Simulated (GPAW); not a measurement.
## Optical response of GaP

Aim: the dielectric function of GaP, and the optical constants that follow from it.

Main program and level: GPAW 26.7.0; DFT, PBE, plane-wave PAW (GPAW data sets), scalar-relativistic, RPA, optical limit.

### 1. The structure

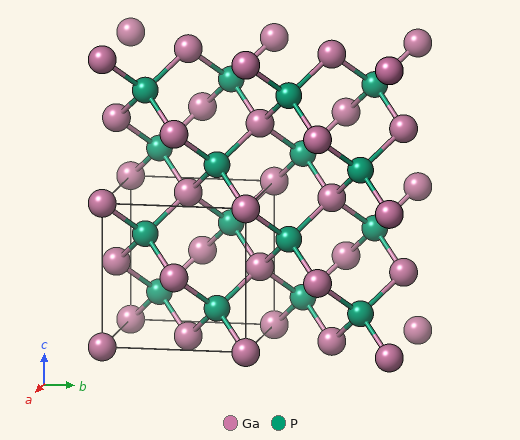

Start, viewed slightly off an axis; gallium pink, phosphorus teal. 1×2×2 cells are drawn. This picture shows the conventional cell, with its axes. Bonds to atoms that aren't drawn are left out. Some periodic images of atoms are drawn too.

Coordinates:

```xyz
2
Lattice="0.0000 2.7252 2.7252 2.7252 0.0000 2.7252 2.7252 2.7252 0.0000" Properties=species:S:1:pos:R:3 pbc="T T T"
Ga    0.0000    0.0000    0.0000
P     4.0879    4.0879    4.0879
```

### 2. Dielectric function, RPA

Local fields let the induced charge screen the field inside the cell, which as a rule lowers ε, most along directions where the density is uneven.

Input file df.py:

```python
from gpaw.response.df import DielectricFunction

df = DielectricFunction('full.gpw', frequencies={'type': 'nonlinear', 'domega0': 0.03, 'omega2': 8},
                        ecut=50,
                        eta=0.15,
                        nbands=25,
                        txt='df.txt')
for direction in ['x']:
    df.get_dielectric_function(xc='RPA', direction=direction, filename=f'df_{direction}.csv')
```

Launch:

```sh
$ OMP_NUM_THREADS=1 python df.py
```

Numbers of over 12 decimals in the logs are rounded to 6 here.

What it wrote:

```text
Using integrator: PointIntegrator
NonLinearFrequencyDescriptor(from 0.000 to 43.870 eV, 448 points)
Nonperiodic BCs:  [False False False]
Using integrator: PointIntegrator
NonLinearFrequencyDescriptor(from 0.000 to 43.870 eV, 448 points)
Nonperiodic BCs:  [False False False]

Calculating chi0 body with:
    Ground state adapter containing:
    Number of spins: 1
    Number of kpoints: 1331
    Number of irreducible kpoints: 56
    Number of completely occupied states: 4
    Number of partially occupied states: 4

    Linear response parametrization:
    q_c: [0.0, 0.0, 0.0]
    Number of frequency points: 448
    Planewave cutoff: 50.0
    Number of bands: 25
    Number of planewaves: 27
    Broadening (eta): 0.15

Integrating chi0 body.

Symmetries of q_c:
    Direct symmetries (Uq -> q): 24
    Indirect symmetries (TUq -> q): 24
In total 48 allowed symmetries.

56 groups of equivalent kpoints. 95.792637% reduction.

Integral kind: spectral function

Calculating chi0 optical extensions with:
    Ground state adapter containing:
    Number of spins: 1
    Number of kpoints: 1331
    Number of irreducible kpoints: 56
    Number of completely occupied states: 4
    Number of partially occupied states: 4

    Linear response parametrization:
    Number of frequency points: 448
    Planewave cutoff: 50.0
    Number of bands: 25
    Number of planewaves: 27
    Broadening (eta): 0.15
Integrating chi0 head and wings.

Symmetries of q_c:
    Direct symmetries (Uq -> q): 24
    Indirect symmetries (TUq -> q): 24
In total 48 allowed symmetries.

56 groups of equivalent kpoints. 95.792637% reduction.

Integral kind: spectral function wings
```

Wall time 4 s (1 thread of Arm Neoverse V1, shared host); peak memory 0.21 GiB.

Numbers from this step:

```
electronic dielectric constant ε∞, mean over x, y and z (by symmetry where fewer were run) : 9.723
main peak of Im epsilon, first axis                                                        : 4.466 eV
```

The Im ε, E ∥ x has structure finer than the step of the table below, so its rows give means over 1 eV, whole bins alone (the curve runs from 0 to 14.0 eV). Peaks (eV: height): 4.5: 26.2, 5.3: 16.8.

Values under the direct gap are tails of Lorentzian lines. Im ε, E ∥ x against photon energy; means over each step:

```
photon energy (eV)  Im ε, E ∥ x
                 1        0.219
                 2         1.45
                 3         8.23
                 4         15.5
                 5         14.4
                 6         8.23
                 7         4.92
                 8         2.93
                 9         2.05
                10         1.68
                11         1.20
                12        0.860
                13        0.614
```

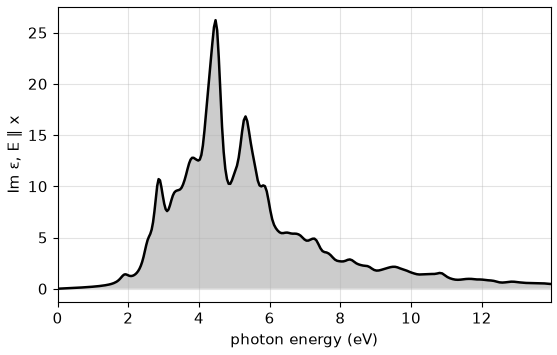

Im ε, E ∥ x, plotted against photon energy.

Re ε, E ∥ x against photon energy:

```
photon energy (eV)  Re ε, E ∥ x
                 0         9.72
                 1         10.3
                 2         12.4
                 3         11.3
                 4         11.5
                 5         1.52
                 6        -6.57
                 7        -3.40
                 8        -2.71
                 9        -1.96
                10        -1.74
                11        -1.56
                12       -0.942
                13       -0.666
```

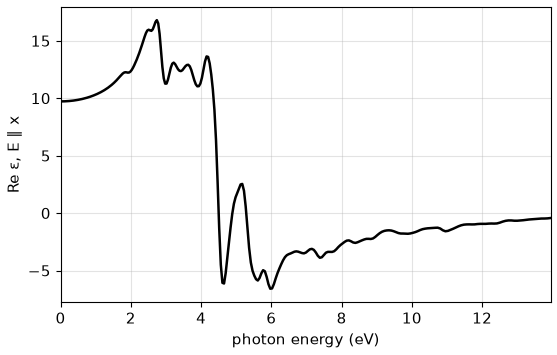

Re ε, E ∥ x against photon energy.

The Im ε, E ∥ x has structure finer than the step of the table below, so its rows give means over 1 eV, whole bins alone (the curve runs from 0 to 14.0 eV). Peaks (eV: height): without local fields 4.4: 30.5, 5.3: 19.6; with local fields 4.5: 26.2, 5.3: 16.8.

Values under the direct gap are tails of Lorentzian lines. Table of Im ε, E ∥ x by photon energy; means over each step:

```
photon energy (eV)  without local fields  with local fields
                 1                 0.238              0.219
                 2                  1.52               1.45
                 3                  8.75               8.23
                 4                  18.6               15.5
                 5                  16.6               14.4
                 6                  8.95               8.23
                 7                  5.20               4.92
                 8                  3.03               2.93
                 9                  2.14               2.05
                10                  1.51               1.68
                11                 0.987               1.20
                12                 0.707              0.860
                13                 0.506              0.614
```

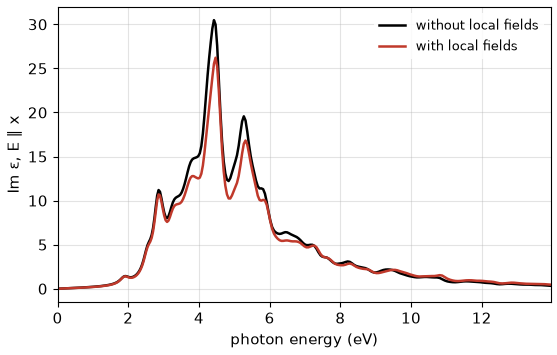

Im ε, E ∥ x, plotted against photon energy.

Values under the direct gap are tails of Lorentzian lines. Table of loss function −Im 1/ε at q → 0, E ∥ x by energy loss; read off at these points:

```
energy loss (eV)  loss function −Im 1/ε at q → 0, E ∥ x
               0                                      0
               1                                0.00188
               2                                0.00845
               3                                 0.0428
               4                                 0.0433
               5                                 0.0875
               6                                 0.0745
               7                                  0.139
               8                                  0.185
               9                                  0.254
              10                                  0.286
              11                                  0.309
              12                                  0.530
              13                                  0.751
```

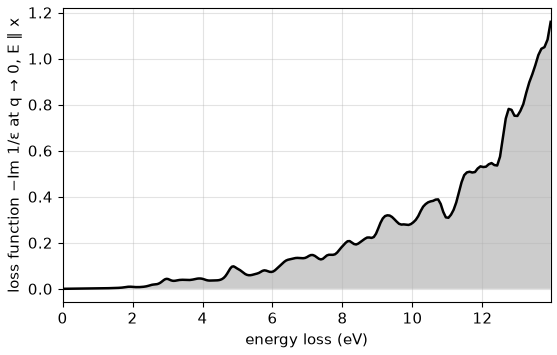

Loss function −Im 1/ε at q → 0, E ∥ x, plotted against energy loss.

The reflectivity at normal incidence, E ∥ x has structure finer than the step of the table below, so its rows give means over 0.5 eV, whole bins alone (the curve runs from 0 to 14.0 eV). Peaks (eV: height): 2.82: 40.6, 4.61: 59.8, 6.02: 61.4, 7.79: 56.3, 10.10: 50.4, 11.18: 55.2, 12.50: 52.1.

The reflectivity at normal incidence, E ∥ x by photon energy; means over each step:

```
photon energy (eV)  reflectivity at normal incidence, E ∥ x (%)
               0.5                                         26.7
               1.0                                         27.6
               1.5                                         29.4
               2.0                                         31.6
               2.5                                         36.6
               3.0                                         37.7
               3.5                                         38.9
               4.0                                         42.4
               4.5                                         55.2
               5.0                                         44.5
               5.5                                         55.3
               6.0                                         58.6
               6.5                                         51.9
               7.0                                         50.4
               7.5                                         54.6
               8.0                                         52.7
               8.5                                         51.3
               9.0                                         49.4
               9.5                                         43.9
              10.0                                         49.4
              10.5                                         45.1
              11.0                                         51.2
              11.5                                         48.3
              12.0                                         46.7
              12.5                                         49.2
              13.0                                         44.9
              13.5                                         44.0
```

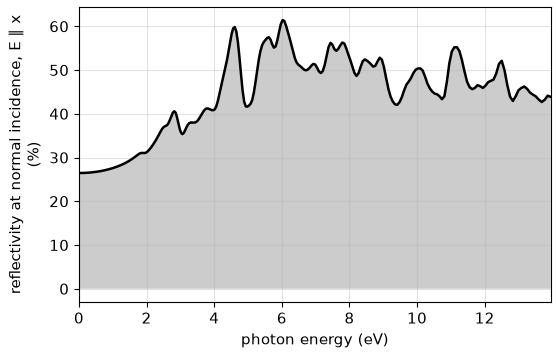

Reflectivity at normal incidence, E ∥ x, plotted against photon energy.

Optical constants at common wavelengths, from n + ik = √ε:

```
wavelength (nm)     n      k  R (%)     1/α
           1550  3.18  0.023   27.2  5.3 µm
            633  3.51  0.195   31.1  258 nm
            532  3.85  0.266   34.7  159 nm
            450  4.20  0.956   39.9   37 nm
            405  3.58  1.082   35.4   30 nm
            308  3.81  1.655   41.1   15 nm
            193  1.20  2.272   52.0  6.8 nm
```

Below the direct gap, k and the depth come from the tails of the Lorentzian lines, not from transitions.

Rows near the edge hang on the gap, which this functional as a rule makes too small, and phonon-assisted absorption is left out.

### 3. Outcome

```yaml
electronic_dielectric_constant_eps_infinity_mean_over_x_y_and_z_by_symmetry_where_fewer_were_run_rpa: 9.72
main_peak_of_im_epsilon_first_axis: 4.47 eV
```

In words: At this level (PBE, RPA) GaP has ε∞ = 9.72 and n = 3.18 at 1550 nm, and Im ε peaks at 4.5 eV. Local fields change the static value along x from 10.66 to 9.72 (-9 %). Distinct maxima of Im ε, read by a parabola through the highest points, lie at 2.87 eV (11), 4.47 eV (26) and 5.32 eV (17). Excitons and phonon-assisted transitions are missing; PBE gaps are as a rule too small, which pulls the onset down and ε∞ up. The sum runs over mesh points, so small or evenly spaced maxima can still be ripples of the mesh.

[Machine, clock and banner lines and Python warnings are left out of the logs.]

[Logs are printed without paths, hosts, clocks, repeated set-up lines and the standing remarks that a program may print on its own settings, such as how far it seeks lower states.]

[Hosts, paths, dates, database ids (printed as entryN), source tags and the programs' standing remarks are cut or masked in the printed files.]
